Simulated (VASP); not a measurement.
# Geometry relaxation of B

- system: B (Pm-3m, 1 atom in the cell)
- method: Kohn-Sham DFT of a periodic cell, PBE with dDsC, VASP PAW PBE potentials, recommended, no spin polarisation (VASP 6.6.1)

The structure was built on a prototype by a generator; it need not be a known phase. It belongs to a series of runs on one base structure; here: dispersion = dDsC.

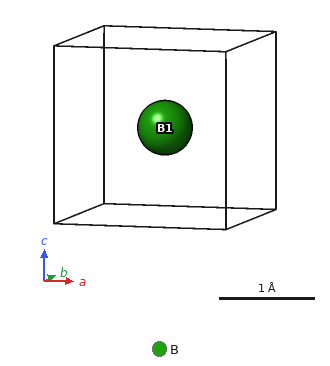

The input geometry (ball-and-stick view of the cell of the calculation, seen slightly off an axis; atoms are numbered from 1 in the order of the input). Near neighbours in the crystal (not all of them lie inside the picture): B has 6 B at 1.89 Å.

**Results in brief**

| quantity | value |
| --- | --- |
| outcome | converged |
| space group (tolerance 0.01 Å) | Pm-3m (221) |
| electrons treated | 3 |
| free energy | −5.7991 eV |
| dispersion energy | −0.1983 eV |
| Fermi energy | 7.181 eV |
| gap on the k-point mesh | none (metallic) |
| pressure | −0.06 GPa |
| final volume | 6.57 Å³ |
| largest force (length of the vector) at the end | under 0.001 eV/Å |
| final cell | a = 1.873 Å, b = 1.873 Å, c = 1.873 Å, α = 90.00°, β = 90.00°, γ = 90.00° |
| hardware | 1 thread of AMD EPYC (Zen 3), 192 GiB of memory available, shared host |
| wall time | 15 s (CPU time 8.6 s; the host was busy) |
| peak memory | 0.07 GiB |

**INCAR**
```
SYSTEM = B
  PREC = Accurate
  ENCUT = 600
  EDIFF = 1E-6
  ISMEAR = -1
  SIGMA = 0.05
  LREAL = .False.
  LASPH = .True.
  NELM = 80
  ALGO = Normal
  ISIF = 3
  LWAVE = .False.
  LCHARG = .False.
  GGA = PE
  IVDW = 4
  IBRION = 2
  NSW = 40
  EDIFFG = -0.005
```

**KPOINTS**
```
regular mesh
0
Gamma
  14 14 14
  0 0 0
```

**POSCAR**
```
B
1.0
    1.8852400000      0.0000000000      0.0000000000
    0.0000000000      1.8852400000      0.0000000000
    0.0000000000      0.0000000000      1.8852400000
B
1
Direct
    0.5000000000      0.5000000000      0.5000000000
```

Launched with:
```bash
cat potpaw_PBE.64/B/POTCAR > POTCAR
mpirun -np 1 vasp_std > vasp.out
```

**OSZICAR**
```
N       E                     dE             d eps       ncg     rms          rms(c)
DAV:   1    -0.120205186080E+01   -0.12021E+01   -0.14419E+03  1255   0.479E+02
DAV:   2    -0.560089799198E+01   -0.43988E+01   -0.38269E+01  1595   0.645E+01
DAV:   3    -0.561837313914E+01   -0.17475E-01   -0.17394E-01  1330   0.440E+00
DAV:   4    -0.561837618432E+01   -0.30452E-05   -0.30455E-05  1570   0.534E-02
DAV:   5    -0.561837618555E+01   -0.12276E-08   -0.33192E-09  1380   0.472E-04    0.162E+00
DAV:   6    -0.560738569051E+01    0.10990E-01   -0.33967E-03  1340   0.556E-01    0.995E-01
DAV:   7    -0.560311910597E+01    0.42666E-02   -0.55329E-03  1395   0.736E-01    0.567E-02
DAV:   8    -0.560314229223E+01   -0.23186E-04   -0.37549E-05  1295   0.720E-02    0.116E-02
DAV:   9    -0.560314148458E+01    0.80765E-06   -0.35446E-06  1360   0.192E-02
   1 F= -.58034213E+01 E0= -.58010835E+01  d E =-.580342E+01
       N       E                     dE             d eps       ncg     rms          rms(c)
DAV:   1    -0.559863893748E+01    0.45034E-02   -0.57431E-02  1265   0.289E+00    0.148E-01
DAV:   2    -0.559836265472E+01    0.27628E-03   -0.10691E-04  1335   0.128E-01    0.863E-02
DAV:   3    -0.559821414788E+01    0.14851E-03   -0.13405E-04  1300   0.105E-01    0.544E-03
DAV:   4    -0.559821409338E+01    0.54498E-07   -0.14462E-07   755   0.535E-03
   2 F= -.57955216E+01 E0= -.57932440E+01  d E =0.789973E-02
       N       E                     dE             d eps       ncg     rms          rms(c)
DAV:   1    -0.560087290344E+01   -0.26588E-02   -0.59589E-03  1275   0.926E-01    0.480E-02
DAV:   2    -0.560084266138E+01    0.30242E-04   -0.11103E-05  1315   0.412E-02    0.279E-02
DAV:   3    -0.560082514708E+01    0.17514E-04   -0.13955E-05  1295   0.338E-02    0.173E-03
DAV:   4    -0.560082510914E+01    0.37935E-07   -0.15436E-08   610   0.173E-03
   3 F= -.57991175E+01 E0= -.57968215E+01  d E =0.430386E-02
```

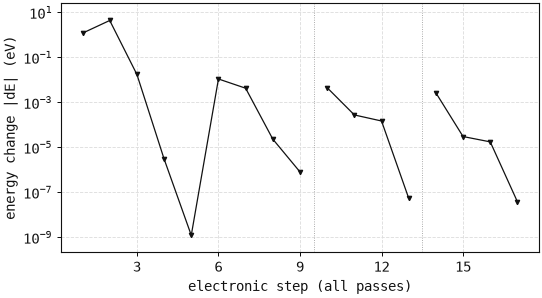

Convergence of the self-consistent field: energy change |dE| against the electronic step. Each stretch between dotted lines is the SCF of one geometry step of a relaxation. The 3 ionic steps take 4 to 9 electronic steps each. The density is held fixed in the first few steps, and dE rises again when its update begins.

**Parts of OUTCAR**
```
SYSTEM = B
   PREC = Accurate
   ENCUT = 600
   EDIFF = 1E-6
   ISMEAR = -1
   LREAL = .False.
   LASPH = .True.
   NELM = 80
   ISIF = 3
   GGA = PE
   IVDW = 4
   IBRION = 2
   NSW = 40
   EDIFFG = -0.005
  IVDW =   4
  VDW_RADIUS =    50.000 A
  VDW_S6 aka ATT0 =    13.960
  VDW_SR aka BTT0 =     1.320

 ion  position               nearest neighbor table
   1  0.500  0.500  0.500-

  LATTYP: Found a simple cubic cell.
 ALAT       =     1.8852400000

  Lattice vectors:

 A1 = (   1.8852400000,   0.0000000000,   0.0000000000)
 A2 = (   0.0000000000,   1.8852400000,   0.0000000000)
 A3 = (   0.0000000000,   0.0000000000,   1.8852400000)

Analysis of symmetry for initial positions (statically):
=====================================================================
 Subroutine PRICEL returns:
 Original cell was already a primitive cell.

 Routine SETGRP: Setting up the symmetry group for a
 simple cubic supercell.

 Subroutine GETGRP returns: Found 48 space group operations
 (whereof 48 operations were pure point group operations)
 out of a pool of 48 trial point group operations.

The static configuration has the point symmetry O_h .

Analysis of symmetry for dynamics (positions and initial velocities):
=====================================================================
 Subroutine PRICEL returns:
 Original cell was already a primitive cell.

 Routine SETGRP: Setting up the symmetry group for a
 simple cubic supercell.

 Subroutine GETGRP returns: Found 48 space group operations
 (whereof 48 operations were pure point group operations)
 out of a pool of 48 trial point group operations.

The dynamic configuration has the point symmetry O_h .

 Subroutine INISYM returns: Found 48 space group operations
 (whereof 48 operations are pure point group operations),
 and found     1 'primitive' translations

----------------------------------------------------------------------------------------

                                     Primitive cell

  volume of cell :       6.7004

  direct lattice vectors                    reciprocal lattice vectors
     1.885240000  0.000000000  0.000000000     0.530436443  0.000000000  0.000000000
     0.000000000  1.885240000  0.000000000     0.000000000  0.530436443  0.000000000
     0.000000000  0.000000000  1.885240000     0.000000000  0.000000000  0.530436443

  length of vectors
     1.885240000  1.885240000  1.885240000     0.530436443  0.530436443  0.530436443

  position of ions in fractional coordinates (direct lattice)
     0.500000000  0.500000000  0.500000000

  ion indices of the primitive-cell ions
   primitive index   ion index
                 1           1

----------------------------------------------------------------------------------------

 KPOINTS: regular mesh

Automatic generation of k-mesh.
 Grid dimensions read from file:
 generate k-points for:   14   14   14

 Generating k-lattice:

  Cartesian coordinates                     Fractional coordinates (reciprocal lattice)
     0.037888317  0.000000000  0.000000000     0.071428571  0.000000000  0.000000000
     0.000000000  0.037888317  0.000000000     0.000000000  0.071428571  0.000000000
     0.000000000  0.000000000  0.037888317     0.000000000  0.000000000  0.071428571

  Length of vectors
     0.037888317  0.037888317  0.037888317

  Shift w.r.t. Gamma in fractional coordinates (k-lattice)
     0.000000000  0.000000000  0.000000000

 Subroutine IBZKPT returns following result:
 ===========================================

 Found    120 irreducible k-points:

 Following reciprocal coordinates:
            Coordinates               Weight
  0.000000  0.000000  0.000000      1.000000
  0.071429  0.000000  0.000000      6.000000
  0.142857  0.000000  0.000000      6.000000
  0.214286  0.000000  0.000000      6.000000
  0.285714  0.000000  0.000000      6.000000
  0.357143  0.000000  0.000000      6.000000
  0.428571  0.000000  0.000000      6.000000
  0.500000  0.000000  0.000000      3.000000
  0.071429  0.071429  0.000000     12.000000
  0.142857  0.071429  0.000000     24.000000
  0.214286  0.071429  0.000000     24.000000
  0.285714  0.071429  0.000000     24.000000
  0.357143  0.071429  0.000000     24.000000
  0.428571  0.071429  0.000000     24.000000
  0.500000  0.071429  0.000000     12.000000
  0.142857  0.142857  0.000000     12.000000
  0.214286  0.142857  0.000000     24.000000
  0.285714  0.142857  0.000000     24.000000
  0.357143  0.142857  0.000000     24.000000
  0.428571  0.142857  0.000000     24.000000
  0.500000  0.142857  0.000000     12.000000
  0.214286  0.214286  0.000000     12.000000
  0.285714  0.214286  0.000000     24.000000
  0.357143  0.214286  0.000000     24.000000
 [... further k-points ...]
   k-points           NKPTS =    120   k-points in BZ     NKDIM =    120   number of bands    NBANDS=      5
   number of dos      NEDOS =    301   number of ions     NIONS =      1
   total plane-waves  NPLWV =   4096
   dimension x,y,z NGX =    16 NGY =   16 NGZ =   16
   dimension x,y,z NGXF=    32 NGYF=   32 NGZF=   32
   ions per type =               1
   NGX,Y,Z   is equivalent  to a cutoff of  14.11, 14.11, 14.11 a.u.
   NGXF,Y,Z  is equivalent  to a cutoff of  28.22, 28.22, 28.22 a.u.
 SYSTEM =  B
   PREC   = accura    normal or accurate (medium, high low for compatibility)
   ISTART =      0    job   : 0-new  1-cont  2-samecut
   ICHARG =      2    charge: 1-file 2-atom 10-const
   ISPIN  =      1    spin polarized calculation?
   LNONCOLLINEAR =      F non collinear calculations
   LSORBIT =      F    spin-orbit coupling
   LASPH  =      T    aspherical Exc in radial PAW
   ENCUT  =  600.0 eV  44.10 Ry    6.64 a.u.   3.77  3.77  3.77*2*pi/ulx,y,z
   NELM   =     80;   NELMIN=  2; NELMDL= -5     # of ELM steps
   EDIFF  = 0.1E-05   stopping-criterion for ELM
   LREAL  =      F    real-space projection
   EDIFFG = -.5E-02   stopping-criterion for IOM
   NSW    =     40    number of steps for IOM
   IBRION =      2    ionic relax: 0-MD 1-quasi-New 2-CG
   NFREE  =      1    steps in history (QN), initial steepest desc. (CG)
   ISIF   =      3    stress and relaxation
   ISYM   =      2    0-nonsym 1-usesym 2-fastsym
   POTIM  = 0.5000    time-step for ionic-motion
   TEBEG  =    0.0;   TEEND  =   0.0 temperature during run
   PSTRESS=    0.0 pullay stress
   NELECT =       3.0000    total number of electrons
   NUPDOWN=      -1.0000    fix difference up-down
   EMIN   =  10.00;   EMAX   =-10.00  energy-range for DOS
   EFERMI =   0.00;   METHOD = LEGACY
   ISMEAR =    -1;   SIGMA  =   0.05  broadening in eV -4-tet -1-fermi 0-gaus
   EFERMI_NEDOS =   21; number of points for ismear=-14 and -15
   IALGO  =     38    algorithm
   IMIX   =      4    mixing-type and parameters
     AMIX     =   0.40;   BMIX     =  1.00
     AMIX_MAG =   1.60;   BMIX_MAG =  1.00
  volume/ion in A,a.u.               =       6.70        45.22
  Fermi-wavevector in a.u.,A,eV,Ry     =   1.252416  2.366723 21.341361  1.568546
  Thomas-Fermi vector in A             =   2.386317
   LORBIT       =      0    0 simple, 1 ext, 2 COOP (PROOUT), +10 PAW based schemes
   GGA     = PE    functional components
   LHFCALC =     F    Hartree Fock is set to
   AEXX    =    0.0000 exact exchange contribution
   IVDW    =     4    specifies the selected vdW correction
   LEPSILON=     F    determine dielectric tensor
   LRPA    =     F    only Hartree local field effects (RPA)
 conjugate gradient relaxation of ions
 non-spin polarized calculation
  energy-cutoff  :      600.00
  volume of cell :        6.70
 maximum number of plane-waves:       251
 NGX is ok and might be reduce to    16
   NGX =  7   NGY =  7   NGZ =  7

--------------------------------------- Ionic step        1  -------------------------------------------

 number of electron       3.0000000 magnetization

 Free energy of the ion-electron system (eV)
  ---------------------------------------------------
  ext. energy  EPLUGINS =         0.00000000
  ---------------------------------------------------
  free energy    TOTEN  =        -5.60314148 eV

  energy without entropy =       -5.59846587  energy(sigma->0) =       -5.60080368

------------------------ aborting loop because EDIFF is reached ----------------------------------------

  dDsC method for vdW energy calculation

  Number of pair interactions contributing to vdW energy:   78204

  Edisp (eV):   -0.20028

  FORCE on cell =-STRESS in cart. coord.  units (eV):
  Direction    XX          YY          ZZ          XY          YZ          ZX
  --------------------------------------------------------------------------------------
  -------------------------------------------------------------------------------------
  Total      -0.20676    -0.20676    -0.20676    -0.00000    -0.00000    -0.00000
  in kB     -49.44015   -49.44015   -49.44015    -0.00000    -0.00000    -0.00000
  external pressure =      -49.44 kB  Pullay stress =        0.00 kB

 VOLUME and BASIS-vectors are now :
 -----------------------------------------------------------------------------
  energy-cutoff  :      600.00
  volume of cell :        6.70
      direct lattice vectors                 reciprocal lattice vectors
     1.885240000  0.000000000  0.000000000     0.530436443  0.000000000  0.000000000
     0.000000000  1.885240000  0.000000000     0.000000000  0.530436443  0.000000000
     0.000000000  0.000000000  1.885240000     0.000000000  0.000000000  0.530436443

 POSITION                                       TOTAL-FORCE (eV/Angst)
 -----------------------------------------------------------------------------------
      0.94262      0.94262      0.94262         0.000000      0.000000      0.000000
 -----------------------------------------------------------------------------------
    total drift:                                0.000000      0.000000      0.000000

  FREE ENERGIE OF THE ION-ELECTRON SYSTEM (eV)
  ---------------------------------------------------
  free  energy   TOTEN  =        -5.8034213435 eV

  energy  without entropy=       -5.7987457296  energy(sigma->0) =       -5.80108354

--------------------------------------- Ionic step        2  -------------------------------------------

 number of electron       3.0000000 magnetization

------------------------ aborting loop because EDIFF is reached ----------------------------------------

  dDsC method for vdW energy calculation

  Number of pair interactions contributing to vdW energy:   80580

  Edisp (eV):   -0.19731

  FORCE on cell =-STRESS in cart. coord.  units (eV):
  Direction    XX          YY          ZZ          XY          YZ          ZX
  --------------------------------------------------------------------------------------
  -------------------------------------------------------------------------------------
  Total       0.09960     0.09960     0.09960    -0.00000     0.00000    -0.00000
  in kB      24.54339    24.54339    24.54339    -0.00000     0.00000    -0.00000
  external pressure =       24.54 kB  Pullay stress =        0.00 kB

 VOLUME and BASIS-vectors are now :
 -----------------------------------------------------------------------------
  energy-cutoff  :      600.00
  volume of cell :        6.50
      direct lattice vectors                 reciprocal lattice vectors
     1.866435277 -0.000000000 -0.000000000     0.535780700  0.000000000  0.000000000
    -0.000000000  1.866435277  0.000000000     0.000000000  0.535780700  0.000000000
    -0.000000000 -0.000000000  1.866435277     0.000000000 -0.000000000  0.535780700

 POSITION                                       TOTAL-FORCE (eV/Angst)
 -----------------------------------------------------------------------------------
      0.93322      0.93322      0.93322        -0.000000     -0.000000      0.000000
 -----------------------------------------------------------------------------------
    total drift:                                0.000000      0.000000      0.000000

  FREE ENERGIE OF THE ION-ELECTRON SYSTEM (eV)
  ---------------------------------------------------
  free  energy   TOTEN  =        -5.7955216158 eV

  energy  without entropy=       -5.7909663832  energy(sigma->0) =       -5.79324400

--------------------------------------- Ionic step        3  -------------------------------------------

 number of electron       3.0000000 magnetization

 Free energy of the ion-electron system (eV)
  ---------------------------------------------------
  ext. energy  EPLUGINS =         0.00000000
  ---------------------------------------------------
  free energy    TOTEN  =        -5.60082511 eV

  energy without entropy =       -5.59623320  energy(sigma->0) =       -5.59852916

 E-fermi :   7.1813     XC(G=0): -12.4646     alpha+bet :-16.9038

 val. band max:        7.1200208482   @ k =   0.4286   0.2857   0.2857
 cond. band min:       7.2047633548   @ k =   0.4286   0.4286   0.2143
 fundamental gap:      0.0847425066
 Fermi energy:         7.1813008680

 k-point     1 :       0.0000    0.0000    0.0000
  band No.  band energies     occupation
      1      -8.7488      2.00000
      2      21.0586      0.00000
      3      21.0586      0.00000
      4      21.0586      0.00000
      5      31.5203      0.00000

 k-point     2 :       0.0714    0.0000    0.0000
  band No.  band energies     occupation
      1      -8.5733      2.00000
      2      19.3227      0.00000
      3      21.2066      0.00000
      4      21.2066      0.00000
      5      31.7264      0.00000

 k-point     3 :       0.1429    0.0000    0.0000
  band No.  band energies     occupation
      1      -8.0478      2.00000
      2      15.9121      0.00000
      3      21.6387      0.00000
      4      21.6387      0.00000
      5      32.3395      0.00000

 k-point     4 :       0.2143    0.0000    0.0000
  band No.  band energies     occupation
      1      -7.1742      2.00000
      2      12.2709      0.00000
      3      22.3166      0.00000
      4      22.3166      0.00000
      5      33.3477      0.00000

 k-point     5 :       0.2857    0.0000    0.0000
  band No.  band energies     occupation
      1      -5.9576      2.00000
      2       8.7844      0.00000
      3      23.1636      0.00000
      4      23.1636      0.00000
      5      34.7215      0.00000

 [... the levels of 18 k-points are left out ...]

 k-point    24 :       0.3571    0.2143    0.0000
  band No.  band energies     occupation
      1      -2.8433      2.00000
      2       6.6323      1.99997
      3      17.3568      0.00000
      4      25.1779      0.00000
      5      29.6484      0.00000

 [... further k-points ...]

------------------------ aborting loop because EDIFF is reached ----------------------------------------

  Hirshfeld-DOM and Hirshfeld charges and relative Volumes:
            ion         q(e)           q(e)           rel_vol
   -----------------------------------------------------------
      1     B           0.000          0.000          0.996

  dDsC method for vdW energy calculation

  Number of pair interactions contributing to vdW energy:   79596

  Edisp (eV):   -0.19829

  FORCE on cell =-STRESS in cart. coord.  units (eV):
  Direction    XX          YY          ZZ          XY          YZ          ZX
  --------------------------------------------------------------------------------------
  -------------------------------------------------------------------------------------
  Total      -0.00233    -0.00233    -0.00233    -0.00000    -0.00000     0.00000
  in kB      -0.56841    -0.56841    -0.56841    -0.00000    -0.00000     0.00000
  external pressure =       -0.57 kB  Pullay stress =        0.00 kB

 VOLUME and BASIS-vectors are now :
 -----------------------------------------------------------------------------
  energy-cutoff  :      600.00
  volume of cell :        6.57
      direct lattice vectors                 reciprocal lattice vectors
     1.872548845 -0.000000000 -0.000000000     0.534031463  0.000000000  0.000000000
    -0.000000000  1.872548845  0.000000000     0.000000000  0.534031463  0.000000000
    -0.000000000 -0.000000000  1.872548845     0.000000000 -0.000000000  0.534031463

 POSITION                                       TOTAL-FORCE (eV/Angst)
 -----------------------------------------------------------------------------------
      0.93627      0.93627      0.93627        -0.000000     -0.000000      0.000000
 -----------------------------------------------------------------------------------
    total drift:                                0.000000      0.000000      0.000000

  FREE ENERGIE OF THE ION-ELECTRON SYSTEM (eV)
  ---------------------------------------------------
  free  energy   TOTEN  =        -5.7991174809 eV

  energy  without entropy=       -5.7945255750  energy(sigma->0) =       -5.79682153

 reached required accuracy - stopping structural energy minimisation
```

**CONTCAR**
```
B
   1.00000000000000
     1.8725488451568568   -0.0000000000000000   -0.0000000000000000
    -0.0000000000000000    1.8725488451568568    0.0000000000000000
    -0.0000000000000000   -0.0000000000000000    1.8725488451568568
  B
     1
Direct
     0.5000000000000000    0.5000000000000000    0.5000000000000000

  0.00000000E+00  0.00000000E+00  0.00000000E+00
```

**Trajectory as extended XYZ (Å, eV, eV/Å), 3 frames, from step=0 to step=2**
```
1
Lattice="1.8852 0.0000 0.0000 0.0000 1.8852 0.0000 0.0000 0.0000 1.8852" Properties=species:S:1:pos:R:3:forces:R:3 step=0 energy=-5.80342
B     0.9426    0.9426    0.9426    0.0000   0.0000   0.0000
1
Lattice="1.8664 -0.0000 -0.0000 -0.0000 1.8664 0.0000 -0.0000 -0.0000 1.8664" Properties=species:S:1:pos:R:3:forces:R:3 step=1 energy=-5.79552
B     0.9332    0.9332    0.9332    0.0000   0.0000   0.0000
1
Lattice="1.8725 -0.0000 -0.0000 -0.0000 1.8725 0.0000 -0.0000 -0.0000 1.8725" Properties=species:S:1:pos:R:3:forces:R:3 step=2 energy=-5.79912
B     0.9363    0.9363    0.9363    0.0000   0.0000   0.0000
```
